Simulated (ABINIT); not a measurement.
# Single-point calculation, with input and output: TaN

TaN (Fm-3m, 2 atoms in the cell), computed with Kohn-Sham DFT of a periodic cell, LDA, JTH PAW LDA v2.0, no spin polarisation (ABINIT 10.8.3).

The structure derives from a Materials Project entry.

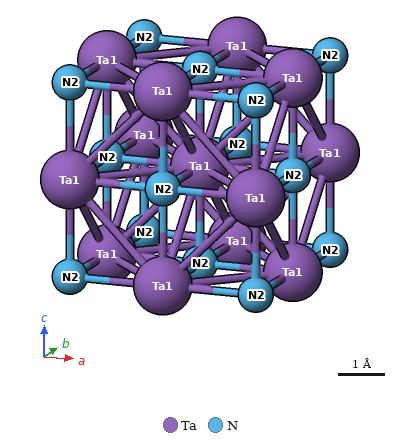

Fig. 1: The structure as given in the input (ball-and-stick view of the cell 4 times as large as that of the calculation, set on its symmetry axes, seen slightly off an axis; atoms are numbered from 1 in the order of the input). Near neighbours in the crystal (not all of them lie inside the picture): Ta has 6 N at 2.21 Å and 12 Ta at 3.13 Å; N has 6 Ta at 2.21 Å.

Results in brief

| quantity | value |
| --- | --- |
| outcome | converged |
| space group (tolerance 0.01 Å) | Fm-3m (225) |
| electrons treated | 18 |
| free energy | −1887.3943 eV |
| Fermi energy | 6.001 eV |
| gap on the k-point mesh | none (metallic) |
| pressure | −17.64 GPa |
| largest force (length of the vector) | under 0.001 eV/Å |
| hardware | 1 thread of Intel Xeon (Granite Rapids), 64 GiB of memory available, shared host |
| wall time | 9.9 s |
| peak memory | 0.11 GiB |

Spin–orbit coupling is left out, which matters for Ta. The cell is under a tension of 17.6 GPa at this level, so it is not at its equilibrium volume.

Input
```
# Pseudopotentials
pp_dirpath "./"
pseudos "Ta.LDA_PW-JTH.xml, N.LDA_PW-JTH.xml"

# Structure
acell 3*1.0
rprim
     0.0000000000     4.1787948431     4.1787948431
     4.1787948431     0.0000000000     4.1787948431
     4.1787948431     4.1787948431     0.0000000000
ntypat 2
znucl 73 7
natom 2
typat 1 2
xcart
     2.2113230000     2.2113230000     2.2113230000
     0.0000000000     0.0000000000     0.0000000000 Angstrom

# Plane-wave basis
ecut 25.0
pawecutdg 47.0

# k points
kptopt 1
ngkpt 6 6 6
nshiftk 1
shiftk 0.0 0.0 0.0

# Exchange and correlation
ixc 7

# Bands and occupations
nband 13
occopt 3
tsmear 0.05 eV

# SCF cycle
nstep 100
tolvrs 1.0e-9

# Output
iomode 3
prtwf 0
prtden 0
prteig 0
prtebands 0
```

Launch command:
```bash
abinit run.abi > log 2>&1
```

Log
```
.Version 10.8.3 of ABINIT
 Symmetries : space group Fm -3 m (#225); Bravais cF (face-center cubic)
================================================================================
 Values of the parameters that define the memory need of the present run
     intxc =       0    ionmov =       0      iscf =      17    lmnmax =      18
     lnmax =       6     mgfft =      30  mpssoang =       3    mqgrid =    3001
     natom =       2  nloc_mem =       2    nspden =       1   nspinor =       1
    nsppol =       1      nsym =      48    n1xccc =       1    ntypat =       2
    occopt =       3   xclevel =       1
       mpw =         887          nfft =       27000          nkpt =          16
 PAW method is used; the additional fine FFT grid is defined by:
   mgfftf=        40    nfftf =     64000
================================================================================
================================================================================

--------------------------------------------------------------------------------
------------- Echo of variables that govern the present computation ------------
--------------------------------------------------------------------------------
 -outvars: echo values of preprocessed input variables --------
            acell      1.0000000000E+00  1.0000000000E+00  1.0000000000E+00 Bohr
              amu      1.80947900E+02  1.40067400E+01
             ecut      2.50000000E+01 Hartree
              ixc           7
         kptrlatt        6    0    0      0    6    0      0    0    6
          kptrlen      3.54582500E+01
            natom           2
            nband          13
            ngfft          30      30      30
          ngfftdg          40      40      40
             nkpt          16
            nstep         100
             nsym          48
           ntypat           2
           occopt           3
        pawecutdg      4.70000000E+01 Hartree
           prtden           0
        prtebands           0
           prteig           0
            prtwf           0
            rprim      0.0000000000E+00  4.1787948431E+00  4.1787948431E+00
                       4.1787948431E+00  0.0000000000E+00  4.1787948431E+00
                       4.1787948431E+00  4.1787948431E+00  0.0000000000E+00
          spgroup         225
           tolvrs      1.00000000E-09
           tsmear      1.83746611E-03 Hartree
            typat      1  2
           useylm           1
           xangst      2.2113230000E+00  2.2113230000E+00  2.2113230000E+00
                       1.4926896709E-09  1.4926896709E-09  1.4926896709E-09
            xcart      4.1787948459E+00  4.1787948459E+00  4.1787948459E+00
                       2.8207746690E-09  2.8207746690E-09  2.8207746690E-09
             xred      5.0000000034E-01  5.0000000034E-01  5.0000000034E-01
                       3.3751054729E-10  3.3751054729E-10  3.3751054729E-10
            znucl       73.00000    7.00000

================================================================================

 chkinp: Checking input parameters for consistency.

================================================================================
== DATASET  1 ==================================================================

--- !DatasetInfo
iteration_state: {dtset: 1, }
dimensions: {natom: 2, nkpt: 16, mband: 13, nsppol: 1, nspinor: 1, nspden: 1, mpw: 887, }
cutoff_energies: {ecut:  25.0, pawecutdg:  47.0, }
electrons: {nelect:   1.80000000E+01, charge:   0.00000000E+00, occopt:   3.00000000E+00, tsmear:   1.83746611E-03, }
meta: {optdriver: 0, ionmov: 0, optcell: 0, iscf: 17, paral_kgb: 0, }
...

 Exchange-correlation functional for the present dataset will be:
  LDA: Perdew-Wang 92 LSD fit to Ceperley-Alder data - ixc=7
  J.P.Perdew and Y.Wang, PRB 45, 13244 (1992)

 Real(R)+Recip(G) space primitive vectors, cartesian coordinates (Bohr,Bohr^-1):
 R(1)=  0.0000000  4.1787948  4.1787948  G(1)= -0.1196517  0.1196517  0.1196517
 R(2)=  4.1787948  0.0000000  4.1787948  G(2)=  0.1196517 -0.1196517  0.1196517
 R(3)=  4.1787948  4.1787948  0.0000000  G(3)=  0.1196517  0.1196517 -0.1196517
 Unit cell volume ucvol=  1.4594296E+02 bohr^3
 Angles (23,13,12)=  6.00000000E+01  6.00000000E+01  6.00000000E+01 degrees

 Coarse grid specifications (used for wave-functions):

 getcut: wavevector=  0.0000  0.0000  0.0000  ngfft=  30  30  30
         ecut(hartree)=     25.000   => boxcut(ratio)=   2.25789

 getcut : COMMENT -
  Note that boxcut > 2.2 ; recall that boxcut=Gcut(box)/Gcut(sphere) = 2
  is sufficient for exact treatment of convolution.
  Such a large boxcut is a waste : you could raise ecut
  e.g. ecut=   31.862819 Hartrees makes boxcut=2

 Fine grid specifications (used for densities):

 getcut: wavevector=  0.0000  0.0000  0.0000  ngfft=  40  40  40
         ecut(hartree)=     47.000   => boxcut(ratio)=   2.19321

--- Pseudopotential description ------------------------------------------------
- pspini: atom type   1  psp file is ./Ta.LDA_PW-JTH.xml
 Pseudopotential format is: paw10
 basis_size (lnmax)=  6 (lmn_size= 18), orbitals=   0   0   1   1   2   2
 Spheres core radius: rc_sph= 2.41973345
 Shapefunction is SIN type: shapef(r)=[sin(pi*r/rshp)/(pi*r/rshp)]**2
 Radius for shape functions =  2.11065461
 Compensation charge density is not taken into account in XC energy/potential

- pspini: atom type   2  psp file is ./N.LDA_PW-JTH.xml
 Pseudopotential format is: paw10
 basis_size (lnmax)=  4 (lmn_size=  8), orbitals=   0   0   1   1
 Spheres core radius: rc_sph= 1.20497474
 Shapefunction is SIN type: shapef(r)=[sin(pi*r/rshp)/(pi*r/rshp)]**2
 Radius for shape functions =  1.00243812
 Compensation charge density is not taken into account in XC energy/potential

   1.41668857E+03                                ecore*ucvol(ha*bohr**3)
--------------------------------------------------------------------------------

================================================================================

--- !BeginCycle
iteration_state: {dtset: 1, }
solver: {iscf: 17, nstep: 100, nline: 4, wfoptalg: 10, }
tolerances: {tolvrs: 1.00E-09, }
...

     iter   Etot(hartree)      deltaE(h)  residm     nres2
 ETOT  1  -66.295585862523    -6.630E+01 1.898E+01 7.630E+00
 ETOT  2  -69.507224326114    -3.212E+00 2.072E-01 7.712E+01
 ETOT  3  -69.423930012379     8.329E-02 7.358E-02 3.388E+01
 ETOT  4  -69.360295011824     6.364E-02 4.221E-02 1.381E+00
 ETOT  5  -69.373683811040    -1.339E-02 1.291E-02 7.311E+00
 ETOT  6  -69.361329006669     1.235E-02 2.145E-02 1.333E+00
 ETOT  7  -69.360574577228     7.544E-04 2.798E-03 2.917E-01
 ETOT  8  -69.361125584172    -5.510E-04 2.208E-03 2.262E-01
 ETOT  9  -69.360461692122     6.639E-04 3.197E-04 2.514E-02
 ETOT 10  -69.360509449031    -4.776E-05 2.130E-04 4.222E-02
 ETOT 11  -69.360476610342     3.284E-05 2.266E-05 1.484E-02
 ETOT 12  -69.360468399164     8.211E-06 3.313E-05 4.551E-03
 ETOT 13  -69.360753178666    -2.848E-04 3.560E-05 2.148E-01
 ETOT 14  -69.360730683414     2.250E-05 9.203E-06 2.238E-01
 ETOT 15  -69.360723436359     7.247E-06 5.557E-06 2.240E-01
 ETOT 16  -69.360700567218     2.287E-05 2.808E-06 2.052E-01
 ETOT 17  -69.360453589855     2.470E-04 1.782E-05 8.019E-05
 ETOT 18  -69.360460419753    -6.830E-06 1.515E-06 1.722E-04
 ETOT 19  -69.360460376758     4.300E-08 8.667E-07 1.397E-04
 ETOT 20  -69.360460360544     1.621E-08 5.366E-07 1.146E-04
 ETOT 21  -69.360460341980     1.856E-08 2.444E-07 9.585E-05
 ETOT 22  -69.360460331182     1.080E-08 2.316E-07 8.386E-05
 ETOT 23  -69.360460327490     3.692E-09 1.072E-07 7.962E-05
 ETOT 24  -69.360460292050     3.544E-08 1.036E-07 4.333E-05
 ETOT 25  -69.360460268386     2.366E-08 4.837E-08 1.777E-05
 ETOT 26  -69.360460252073     1.631E-08 4.405E-08 2.919E-07
 ETOT 27  -69.360460252252    -1.786E-10 2.291E-08 1.162E-07
 ETOT 28  -69.360460252176     7.554E-11 2.113E-08 4.709E-08
 ETOT 29  -69.360460252171     5.485E-12 1.122E-08 6.046E-08
 ETOT 30  -69.360460252121     4.930E-11 1.049E-08 1.434E-08
 ETOT 31  -69.360460252114     7.063E-12 5.632E-09 5.419E-09
 ETOT 32  -69.360460252109     4.945E-12 1.025E-08 1.253E-10

 At SCF step   32       nres2   =  1.25E-10 < tolvrs=  1.00E-09 =>converged.

 Cartesian components of stress tensor (hartree/bohr^3)
  sigma(1 1)=  5.99410653E-04  sigma(3 2)=  0.00000000E+00
  sigma(2 2)=  5.99410653E-04  sigma(3 1)=  0.00000000E+00
  sigma(3 3)=  5.99410653E-04  sigma(2 1)=  0.00000000E+00

--- !ResultsGS
iteration_state: {dtset: 1, }
comment   : Summary of ground state results
lattice_vectors:
- [  0.0000000,   4.1787948,   4.1787948, ]
- [  4.1787948,   0.0000000,   4.1787948, ]
- [  4.1787948,   4.1787948,   0.0000000, ]
lattice_lengths: [   5.90971,    5.90971,    5.90971, ]
lattice_angles: [ 60.000,  60.000,  60.000, ] # degrees, (23, 13, 12)
lattice_volume:   1.4594296E+02
convergence: {deltae:  4.945E-12, res2:  1.253E-10, residm:  1.025E-08, diffor: null, }
etotal    :  -6.93604603E+01
entropy   :   0.00000000E+00
fermie    :   2.20517012E-01
cartesian_stress_tensor: # hartree/bohr^3
- [  5.99410653E-04,   0.00000000E+00,   0.00000000E+00, ]
- [  0.00000000E+00,   5.99410653E-04,   0.00000000E+00, ]
- [  0.00000000E+00,   0.00000000E+00,   5.99410653E-04, ]
pressure_GPa:  -1.7635E+01
xred      :
- [  5.0000E-01,   5.0000E-01,   5.0000E-01, Ta]
- [  3.3751E-10,   3.3751E-10,   3.3751E-10,  N]
cartesian_forces: # hartree/bohr
- [ -0.00000000E+00,  -0.00000000E+00,  -0.00000000E+00, ]
- [ -0.00000000E+00,  -0.00000000E+00,  -0.00000000E+00, ]
force_length_stats: {min:   0.00000000E+00, max:   0.00000000E+00, mean:   0.00000000E+00, }
...

 Integrated electronic density in atomic spheres:
 ------------------------------------------------
 Atom  Sphere_radius  Integrated_density
    1        2.41973         10.73275099
    2        1.20497          2.53387438

================================================================================

 ----iterations are completed or convergence reached----

 Mean square residual over all n,k,spin=   86.177E-12; max=  10.252E-09
 reduced coordinates (array xred) for    2 atoms
       0.500000000338      0.500000000338      0.500000000338
       0.000000000338      0.000000000338      0.000000000338
 rms dE/dt=  0.0000E+00; max dE/dt=  0.0000E+00; dE/dt below (all hartree)
    1       0.000000000000      0.000000000000      0.000000000000
    2       0.000000000000      0.000000000000      0.000000000000

 cartesian coordinates (angstrom) at end:
    1      2.21132300000000     2.21132300000000     2.21132300000000
    2      0.00000000149269     0.00000000149269     0.00000000149269

 cartesian forces (hartree/bohr) at end:
    1     -0.00000000000000    -0.00000000000000    -0.00000000000000
    2     -0.00000000000000    -0.00000000000000    -0.00000000000000
 frms,max,avg= 0.0000000E+00 0.0000000E+00   0.000E+00  0.000E+00  0.000E+00 h/b

 cartesian forces (eV/Angstrom) at end:
    1     -0.00000000000000    -0.00000000000000    -0.00000000000000
    2     -0.00000000000000    -0.00000000000000    -0.00000000000000
 frms,max,avg= 0.0000000E+00 0.0000000E+00   0.000E+00  0.000E+00  0.000E+00 e/A
 length scales=  1.000000000000  1.000000000000  1.000000000000 bohr
              =  0.529177210544  0.529177210544  0.529177210544 angstroms
 Fermi (or HOMO) energy (hartree) =   0.22052   Average Vxc (hartree)=  -0.49719
 Eigenvalues (hartree) for nkpt=  16  k points:
 kpt#   1, nband= 13, wtk=  0.00463, kpt=  0.0000  0.0000  0.0000 (reduced coord)
  -2.33577   -1.09395   -1.09395   -1.09395   -0.45941    0.08275    0.08275    0.08275
   0.14287    0.14287    0.14287    0.21915    0.21915
      occupation numbers for kpt#   1
   2.00000    2.00000    2.00000    2.00000    2.00000    2.00000    2.00000    2.00000
   2.00000    2.00000    2.00000    1.35648    1.35648
 prteigrs : prtvol=0 or 1, do not print more k-points.

--- !EnergyTerms
iteration_state     : {dtset: 1, }
comment             : Components of total free energy in Hartree
kinetic             :  1.20377009752806E+01
hartree             :  8.11467948030429E+00
xc                  : -1.08401288656866E+01
Ewald energy        : -6.16881514960491E+01
psp_core            :  9.70713893169529E+00
local_psp           : -1.16748528837575E+01
PAW spherical_terms : -1.50163515431306E+01
internal            : -6.93599654013436E+01
'-kT*entropy'       : -4.96438998231713E-04
total_energy        : -6.93604618403418E+01
total_energy_eV     : -1.88739431733717E+03
...

--- !EnergyTermsDC
iteration_state     : {dtset: 1, }
comment             : '"Double-counting" decomposition of free energy'
band_energy         : -1.19754302449854E+01
Ewald energy        : -6.16881514960491E+01
psp_core            :  9.70713893169529E+00
xc_dc               : -1.16382141982012E+01
PAW spherical_terms :  6.23469319442941E+00
internal            : -6.93599638131111E+01
'-kT*entropy'       : -4.96438998231713E-04
total_energy_dc     : -6.93604602521093E+01
total_energy_dc_eV  : -1.88739427411916E+03
...

--- !EnergyTermsWithPAWCore
iteration_state     : {dtset: 1, }
comment             : 'Components of total free energy, including PAW core contributions'
Total energy        : -1.56502091676608E+04
Total energy DC     : -1.56502091660726E+04
Total energy (eV)   : -4.25863886491611E+05
Total energy DC (eV): -4.25863886448393E+05
...

 Cartesian components of stress tensor (hartree/bohr^3)
  sigma(1 1)=  5.99410653E-04  sigma(3 2)=  0.00000000E+00
  sigma(2 2)=  5.99410653E-04  sigma(3 1)=  0.00000000E+00
  sigma(3 3)=  5.99410653E-04  sigma(2 1)=  0.00000000E+00

-Cartesian components of stress tensor (GPa)         [Pressure= -1.7635E+01 GPa]
- sigma(1 1)=  1.76352703E+01  sigma(3 2)=  0.00000000E+00
- sigma(2 2)=  1.76352703E+01  sigma(3 1)=  0.00000000E+00
- sigma(3 3)=  1.76352703E+01  sigma(2 1)=  0.00000000E+00

== END DATASET(S) ==============================================================
================================================================================

 -outvars: echo values of variables after computation  --------
            acell      1.0000000000E+00  1.0000000000E+00  1.0000000000E+00 Bohr
           etotal     -6.9360460252E+01
            fcart     -0.0000000000E+00 -0.0000000000E+00 -0.0000000000E+00
                      -0.0000000000E+00 -0.0000000000E+00 -0.0000000000E+00
            rprim      0.0000000000E+00  4.1787948431E+00  4.1787948431E+00
                       4.1787948431E+00  0.0000000000E+00  4.1787948431E+00
                       4.1787948431E+00  4.1787948431E+00  0.0000000000E+00
           strten      5.9941065306E-04  5.9941065306E-04  5.9941065306E-04
                       0.0000000000E+00  0.0000000000E+00  0.0000000000E+00
           xangst      2.2113230000E+00  2.2113230000E+00  2.2113230000E+00
                       1.4926896709E-09  1.4926896709E-09  1.4926896709E-09
             xred      5.0000000034E-01  5.0000000034E-01  5.0000000034E-01
                       3.3751054729E-10  3.3751054729E-10  3.3751054729E-10
 Calculation completed.
```
